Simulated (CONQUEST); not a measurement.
## Energy of Pd along an even scaling of the cell

System: Pd (2 atoms in the cell).
Method: Kohn-Sham DFT of a periodic cell, PBE, PseudoDojo NC PBE, no spin polarisation (CONQUEST 1.3).

The 7 runs differ only in the geometry, by an even scaling of the cell at fixed fractional positions. The structure derives from an entry of the Crystallography Open Database.

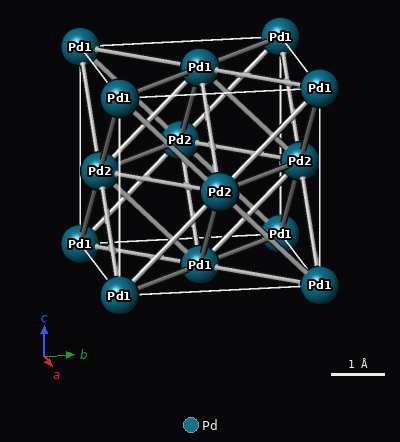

Figure 1. The structure of run 4 (ball-and-stick view of the cell 2 times as large as that of the calculation, set on its symmetry axes, seen slightly off an axis; atoms are numbered from 1 in the order of the input).

**Input of run 4**
```
IO.Title Pd
IO.Coordinates coords.dat
IO.FractionalAtomicCoords T
IO.Iprint 2
IO.Iprint_init 1
General.NumberOfSpecies 1
General.PseudopotentialType hamann
AtomMove.TypeOfRun static
AtomMove.FullStress T
Grid.PointsAlongX 32
Grid.PointsAlongY 32
Grid.PointsAlongZ 40
DM.SolutionMethod diagon
Diag.MPMesh T
Diag.GammaCentred T
Diag.MPMeshX 10
Diag.MPMeshY 10
Diag.MPMeshZ 7
Diag.kT 0.00183747
minE.SCTolerance 1e-6
SC.MaxIters 100
IO.AtomChargeOutput T
%block ChemicalSpeciesLabel
1 106.420 Pd
%endblock
```

Command:
```bash
Conquest
```

Lattice vectors (Å) and fractional positions of run 4:
```
   2.752767    0.000000    0.000000
   0.000000    2.752767    0.000000
   0.000000    0.000000    3.893000
Pd  0.000000  0.000000  0.000000
Pd  0.500000  0.500000  0.500000
```

Run 6 has the same physical settings and fractional positions; its lattice vectors (Å) are:
```
   2.788991    0.000000    0.000000
   0.000000    2.788991    0.000000
   0.000000    0.000000    3.944230
```

**Results, with one run withheld**

```tsv
run	volume per atom (Å³)	free energy per atom, from the lowest run given (meV)	pressure (GPa)
1	13.865	84.19	22.07
2	14.160	49.39	16.03
3	14.455	24.53	11.09
4	14.750	8.44	6.51
5	15.045	0.00	2.70
6	15.340	?	?
7	15.635	2.89	−3.91
```

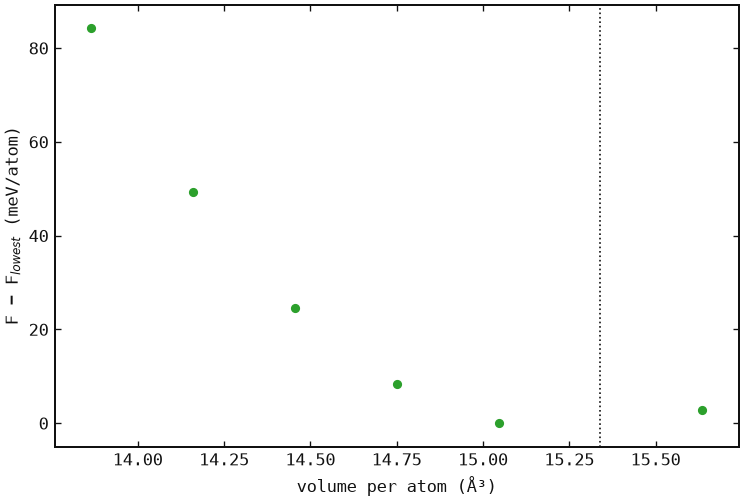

Figure 2. Free energy per atom of the runs given; the dotted line marks run 6.

Estimate the energy of run 6 from the others.

A cubic polynomial in V^(−2/3) (the Birch–Murnaghan form), fitted to the 6 runs given, misses them by at most 0.03 meV per atom. With x = V^(−2/3) − 0.16715 Å⁻², it reads F = 13.816 + 6777.8 x + 7.5232e+05 x² + 3.1977e+06 x³ (meV per atom). At run 6 it gives −1.56 meV per atom, and the run itself gives −1.73. The slope of the fit gives a pressure −dF/dV of −0.85 GPa there, and the run prints −0.82 GPa. The fit has its minimum at 15.265 Å³ per atom, where V d²F/dV² gives 174 GPa: the bulk modulus at this level, since symmetry fixes the shape and the positions.

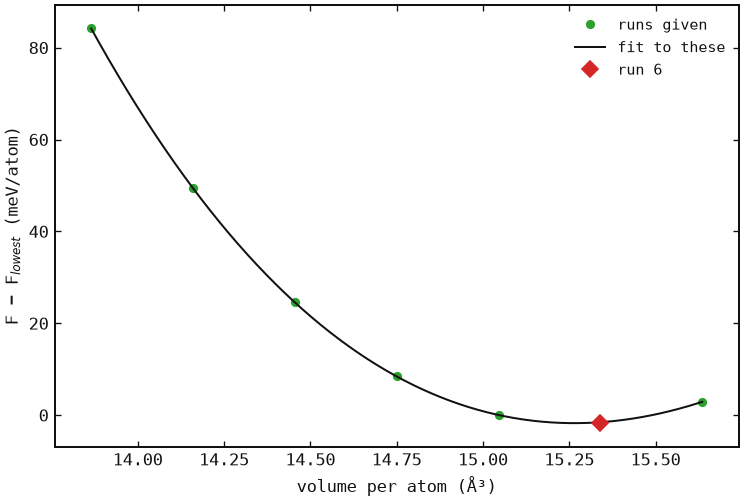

Figure 3. The fit and the withheld run.

**Some lines of the output (run 6)**
```
[...]
          DFT Total Energy                 :      -270.952947262673376 Ha
          Free Energy (E-TS)               :      -270.978385706881966 Ha
          DFT Total Energy                 :      -270.976111365956740 Ha
          Free Energy (E-TS)               :      -270.977975235062843 Ha
          DFT Total Energy                 :      -270.976626092868855 Ha
          Free Energy (E-TS)               :      -270.977969680488116 Ha
          DFT Total Energy                 :      -270.976619300798404 Ha
          Free Energy (E-TS)               :      -270.977969660822168 Ha
          DFT Total Energy                 :      -270.976619089601172 Ha
          Free Energy (E-TS)               :      -270.977969199504287 Ha
          DFT Total Energy                 :      -270.976618733711973 Ha
      | Free Energy as E-TS      =      -270.977969199504287 Ha
      |* DFT total energy        =      -270.976618733711973 Ha
    force: Average pressure:     -0.81583931 GPa
```

Notes: Points of doubt noted for this run: small atomic basis. With a small basis of atomic orbitals these values can differ much from converged plane-wave results.
